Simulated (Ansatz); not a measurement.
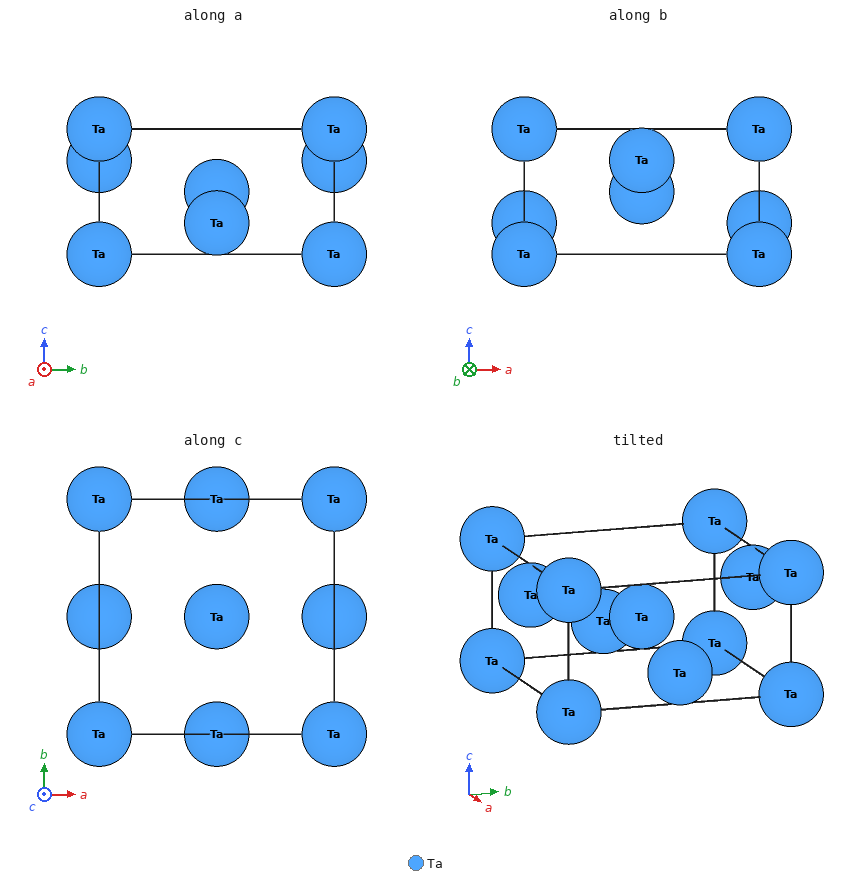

View along the a axis, along the b axis, along the c axis and slightly off an axis, drawn as a spheres-only model. The lines enclose the conventional unit cell; boundary atoms appear with their images.

Lattice parameters: a = 5.256 Å, b = 5.256 Å, c = 2.800 Å, α = 90.00°, β = 90.00°, γ = 90.00°. Put a along x and b in the xy plane.

Put the structure into a POSCAR file.

Answer.
```
Ta
1.0
     5.256    0.000    0.000
     0.000    5.256    0.000
     0.000    0.000    2.800
Ta
4
Direct
  0.0000 0.0000 0.0000
  0.0000 0.5000 0.2500
  0.5000 0.5000 0.5000
  0.5000 0.0000 0.7500
```

Provenance: a structure type filled with this element by a generator (whether the element takes this form wasn't checked). The geometry was optimised with DFT r2SCAN, scalar-relativistic, plane waves, PAW (Ansatz).
